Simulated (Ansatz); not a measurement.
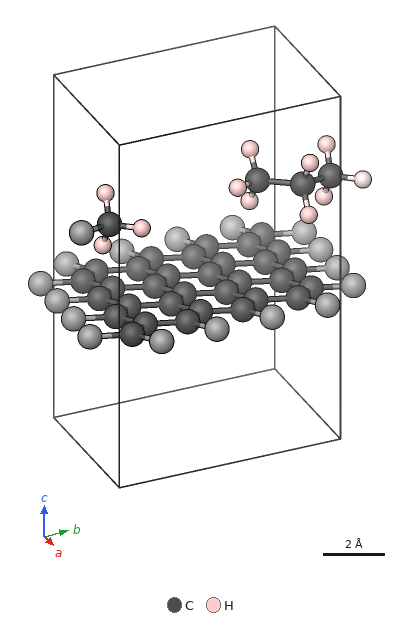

*The structure (ball-and-stick view of the cell of the calculation, with the vacuum cut short, seen slightly off an axis; neighbours outside the cell are drawn fainter). An atom can appear more than once, as a periodic image.*

Near neighbours in the periodic cell (some may lie outside the picture): C has 3 C at 1.42 Å; C has 1 C at 1.53 Å and 3 H at 1.10 Å; C has 2 C at 1.53 Å and 2 H at 1.10 Å; H has 1 C at 1.10 Å.

## Single-point calculation, with input and output: C$_{35}$H$_{8}$ (part 1 of 2)

System: C$_{35}$H$_{8}$ (slab, 43 atoms in the cell).
Method: DFT PBE+D3(BJ), scalar-relativistic, plane waves, PAW, no spin polarisation (Ansatz 0.2.0).

The structure derives from an entry of the Crystallography Open Database. It belongs to a series of runs on one base structure; here: the whole at its places in the relaxed adsorbed structure.

## What the program printed
```
Engine: ansatz 0.2.0, x86_64-unknown-linux-gnu
Pseudopotentials: kind: paw
Pseudopotential: C, paw, valence charge 4, recommended cutoff 420 eV (normal), C.paw.azcp
Pseudopotential: H, paw, valence charge 1, recommended cutoff 420 eV (normal), H.paw.azcp
Functional definition: PBE
  parameter kappa = 0.804
  parameter beta = 0.06672455060314922
  exchange = pbe_x(kappa = kappa, mu = beta*pi^2/3)
  correlation = pbe_c(beta = beta)
Crystal: 43 atoms, lattice volume = 1668.284 Å³
Basis set: ecut = 420 eV, 32671 PW (Γ), exchange–correlation on 144×144×270 points (8 copies of the dense FFT grid, shifted against one another)
Bands: 117, of which v1, the nominal top of the filled ones, is band 74 counted from 1 (73 counted from 0)
Symmetry: 1 space group operations
Space group: P1 (ITA 1), of the structure as read, at distance tolerance 1.2e-4 Å
k-points: 4
Non-local potential: C, projectors of the file, l = 0: 2, l = 1: 2, l = 2: 1
Non-local potential: H, projectors of the file, l = 0: 2, l = 1: 1
PAW form: soft (Blöchl's): semilocal exchange-correlation on the pseudo side does not see the compensation charge
PAW one-centre angular grid: C, 110 points (default); XC on 64 Gauss nodes
PAW one-centre angular grid: H, 110 points (default); XC on 64 Gauss nodes
Initial density: superposition of atomic densities (neutral atoms: chi_scale 0, normalization atom), corrected by the library's trained network
Initial wavefunctions: pseudopotential atomic-orbital guess
Functional: x = pbe(κ = 0.804, μ = 0.2195149727645171), c = pbe(β = 0.06672455060314922)
SCF iter   1: F=—  HF=-8915.527270 eV  |F-HF|=—  |Δ(HF+E_count)|=         —  Δρ=2.00e-3  dr2=1.19e-1  ethr=1.77e-3  p=0.102 e·Å  D=1.11e-2 V/Å  ΔV_dip=-0.22 eV  dr2_dipole=3.18e-3  V_vac-E_F(+/−)=4.20/4.42 eV  ⟨swp⟩=9.8  Hψ=2676  notcnv=0  defer=115
efield: sawtooth ramp at fractional position 0.9974 (placed from the atoms, in the widest stretch of the axis that holds none; the zero of the levels goes with the place), width 0.0400; the density the first Hamiltonian is built on has a dipole p = 0.102 e·Å; the dipole correction subtracts the counter field D = 1.11e-2 V/Å, which shifts the + side's vacuum level by -0.22 eV against the − side's; the planar-averaged density in the ramp window peaks in size at 3.5e-5 e/Å³
preconditioner: auto → Resta (q_TF=auto, 1.822 Å⁻¹)  ε∞=1.6  [insulator: Δε(μ)=1.964 eV  Ē_g=14.163 eV  σ=0.050 eV  W_gap=1.00  n_scr=172 (ndim 8)  ℏωp=11.1 eV  f_vac=0.735  D(μ)=0.00/eV (n_scr^D=0)  ε∞_Penn≈1.6  vacuum switching on, ρ_ref=1.5e-2 e/Å³]
SCF iter   2: F=—  HF=-8915.513849 eV  |F-HF|=—  |Δ(HF+E_count)|=   1.34e-2  Δρ=1.13e-3  dr2=2.04e-2  ethr=8.05e-5  p=0.015 e·Å  D=1.65e-3 V/Å  ΔV_dip=-0.03 eV  dr2_dipole=9.07e-5  V_vac-E_F(+/−)=4.30/4.33 eV  ⟨swp⟩=2.0  Hψ=795  notcnv=0  defer=145
SCF iter   3: F=—  HF=-8915.515866 eV  |F-HF|=—  |Δ(HF+E_count)|=   2.02e-3  Δρ=3.79e-4  dr2=4.15e-3  ethr=1.38e-5  p=-0.003 e·Å  D=-2.79e-4 V/Å  ΔV_dip=0.01 eV  dr2_dipole=2.90e-5  V_vac-E_F(+/−)=4.30/4.29 eV  ⟨swp⟩=2.0  Hψ=576  notcnv=0  defer=145
SCF iter   4: F=—  HF=-8915.517888 eV  |F-HF|=—  |Δ(HF+E_count)|=   2.02e-3  Δρ=1.97e-4  dr2=2.14e-3  ethr=2.80e-6  p=-0.013 e·Å  D=-1.36e-3 V/Å  ΔV_dip=0.03 eV  dr2_dipole=4.79e-7  V_vac-E_F(+/−)=4.31/4.28 eV  ⟨swp⟩=2.8  Hψ=715  notcnv=0  defer=145
SCF iter   5: F=—  HF=-8915.517714 eV  |F-HF|=—  |Δ(HF+E_count)|=   1.74e-4  Δρ=6.58e-5  dr2=4.75e-5  ethr=1.45e-6  p=-0.014 e·Å  D=-1.53e-3 V/Å  ΔV_dip=0.03 eV  dr2_dipole=1.73e-7  V_vac-E_F(+/−)=4.31/4.28 eV  ⟨swp⟩=2.0  Hψ=507  notcnv=0  defer=145
SCF iter   6: F=—  HF=-8915.517393 eV  |F-HF|=—  |Δ(HF+E_count)|=   3.21e-4  Δρ=1.59e-5  dr2=6.42e-6  ethr=3.21e-8  p=-0.013 e·Å  D=-1.37e-3 V/Å  ΔV_dip=0.03 eV  dr2_dipole=9.18e-8  V_vac-E_F(+/−)=4.31/4.28 eV  ⟨swp⟩=2.0  Hψ=618  notcnv=0  defer=145
SCF iter   7: F=—  HF=-8915.517392 eV  |F-HF|=—  |Δ(HF+E_count)|=   4.66e-7  Δρ=5.49e-6  dr2=4.88e-7  ethr=4.34e-9  p=-0.013 e·Å  D=-1.41e-3 V/Å  ΔV_dip=0.03 eV  dr2_dipole=2.39e-10  V_vac-E_F(+/−)=4.31/4.28 eV  ⟨swp⟩=2.0  Hψ=555  notcnv=0  defer=145
SCF iter   8: F=-8915.517392 eV  HF=-8915.517392 eV  |F-HF|=9.58e-8  |Δ(HF+E_count)|=   4.76e-8  Δρ=2.00e-6  dr2=8.27e-8  ethr=6.76e-11  p=-0.013 e·Å  D=-1.41e-3 V/Å  ΔV_dip=0.03 eV  dr2_dipole=3.87e-10  V_vac-E_F(+/−)=4.31/4.28 eV  ⟨swp⟩=33.5  Hψ=4670  notcnv=0
SCF 1 converged in 8 iterations: F = -8915.517392 eV  dr2 = 8.27e-8
  greatest PAW one-centre occupation: 0.673 electrons in one spin orbital (limit 2), on the C atom at site 27 (counted from 0), in its partial waves of l = 0
SCF converged after 8 iterations
Free energy (F): -8915.517392 eV
Harris-Foulkes:  -8915.517392 eV  (|F-HF|=9.58e-8)
Internal energy: -8915.517392 eV  (E = F + TS)
E sigma→0 (E₀):  -8915.517392 eV
Fermi energy:    -2.146641 eV
Dipole field:    D = -0.001396 V/Å  (p = -0.012872 e·Å, saw-weighted, corrected)
Work function:   Φ+ = 4.3096 eV   Φ− = 4.2819 eV
Levels:          The Fermi level and band energies are counted from a zero that moves with the ramp; work functions are not
--- Per-component energies (eV) ---
  E_band       = -1626.652054
  E_kinetic    = 3293.070970
  E_local      = -57015.991623  (includes V_loc(G=0)·N_el)
  E_nonlocal   = 968.039805
  E_hartree    = 26772.706523
  E_xc         = -1752.239257
  E_vxc        = -2172.779348  (∫ρ·V_xc dr)
  E_paw        = -3481.785061  (= ΣΔE_a)
  E_vpaw       = -244.025279  (= ΣTr[D̂ρ^β])
  E_aug_tail   = -0.010843  (compensation charges beyond the density's cutoff)
  E_efield     = 0.000009  (sawtooth field / dipole correction)
  E_vefield    = -0.367850  (∫n·V_field dr)
  E_ewald      = 22303.998210
  E_disp       = -3.306126  (pairwise vdW)
  E_smearing   = -0.000000  (= −TS)
  E_closure    = -0.000000  (closes the sum)
  Σ components = -8915.517392   (vs F -8915.517392, Δ=0.00e0)
--- Forces (eV/Å), atoms counted from 1 ---
  atom   1  C     -0.00224633    -0.00834403    -0.02600455
  atom   2  C      0.00068415    -0.00018470     0.00711462
  atom   3  C      0.00083206     0.00061102     0.00797133
  atom   4  C     -0.00031024     0.00026927    -0.00567250
  atom   5  C     -0.00002996     0.00005199    -0.00161790
  atom   6  C     -0.00004115    -0.00149470     0.00147265
  atom   7  C     -0.00216753     0.00066714     0.00599134
  atom   8  C     -0.00056653    -0.00024203     0.00280415
  atom   9  C     -0.00047759    -0.00038620     0.00997705
  atom  10  C     -0.00184774     0.00052200     0.01039097
  atom  11  C      0.00104927    -0.00014238     0.00110000
  atom  12  C      0.00011157    -0.00084099     0.00544815
  atom  13  C      0.00085247    -0.00042266     0.00167492
  atom  14  C      0.00056466     0.00028671     0.00664357
  atom  15  C     -0.00016127     0.00056832     0.00715196
  atom  16  C      0.00101233     0.00034776     0.00327919
  atom  17  C     -0.00059610     0.00065855    -0.01005334
  atom  18  C     -0.00027310     0.00042359    -0.01064622
  atom  19  C     -0.00005063    -0.00036426    -0.00116123
  atom  20  C     -0.00020223    -0.00046426    -0.00135632
  atom  21  C      0.00073515     0.00025811     0.00169331
  atom  22  C     -0.00027378    -0.00000101    -0.00474443
  atom  23  C     -0.00153439     0.00006247    -0.00708891
  atom  24  C      0.00125270    -0.00102851     0.00798088
  atom  25  C     -0.00040152     0.00025584    -0.00008145
  atom  26  C      0.00009777    -0.00019755    -0.00417532
  atom  27  C      0.00156221     0.00008405     0.00870816
  atom  28  C      0.00000151     0.00078598    -0.00540122
  atom  29  C     -0.00020872     0.00068731     0.00365008
  atom  30  C      0.00023721     0.00011799    -0.00733181
  atom  31  C      0.00019046    -0.00005980    -0.00784951
  atom  32  C     -0.00058828    -0.00071046     0.00041628
  atom  33  C      0.01058638     0.00368291    -0.00849751
  atom  34  C     -0.03624649    -0.00223326     0.01403426
  atom  35  C      0.01584227     0.00093444    -0.00284343
  atom  36  H      0.00810310     0.02706864    -0.00358529
  atom  37  H     -0.00493644    -0.00222417    -0.00920801
  atom  38  H     -0.00429756    -0.00820262     0.01238944
  atom  39  H      0.00803951     0.00185051     0.00886126
  atom  40  H     -0.00228414     0.00057278    -0.01163410
  atom  41  H      0.01620045    -0.02382263    -0.00258568
  atom  42  H     -0.00656151     0.00946286     0.01111854
  atom  43  H     -0.00167371     0.00113682    -0.00834918
  max |Σ_I F_I| component: 2.17e-5 eV/Å
--- Band table (eV) ---
  k-point 0: bands = ["-21.6399", "-20.1786", "-20.1772", "-20.1754", "-20.1741", "-20.1733", "-20.1729", "-17.3584", "-17.3581", "-17.3576", "-17.3570", "-17.3565", "-17.3563", "-17.0693", "-16.3957", "-16.3951", "-16.3948", "-15.3629", "-15.3621", "-15.3619", "-14.4873", "-12.6528", "-12.6524", "-12.6523", "-12.6517", "-12.6504", "-12.6500", "-12.0530", "-11.0821", "-11.0814", "-11.0798", "-11.0795", "-11.0794", "-11.0790", "-9.7780", "-9.5482", "-9.5479", "-9.5475", "-9.5473", "-9.5471", "-9.5468", "-8.9349", "-8.5452", "-8.5451", "-8.5448", "-8.4256", "-8.0477", "-8.0151", "-8.0083", "-8.0029", "-7.9998", "-7.9403", "-7.4186", "-7.1719", "-7.1719", "-7.1717", "-7.1712", "-7.1710", "-7.1708", "-6.8888", "-5.8882", "-5.8461", "-5.5776", "-5.1554", "-5.1550", "-4.8523", "-4.8498", "-4.8488", "-4.8442", "-4.8379", "-4.8099", "-4.4727", "-4.4720", "-4.4591", "-0.4318", "-0.4300", "-0.4280", "0.7011", "0.7041", "0.7052", "0.7082", "0.7098", "0.7106", "1.1070", "1.6875", "2.1512", "2.7688", "2.8280", "2.8901", "2.9439", "2.9737", "3.0722", "3.3233", "3.4583", "3.5098", "3.5701", "3.6090", "3.6328", "3.7507", "3.7891", "4.0683", "4.1700", "4.1975", "4.2203", "4.3134", "4.3338", "4.7452", "4.8338", "4.8798", "4.9097", "4.9272", "5.0473", "5.0632", "5.1398", "5.1711", "5.1819", "5.1939"]
```
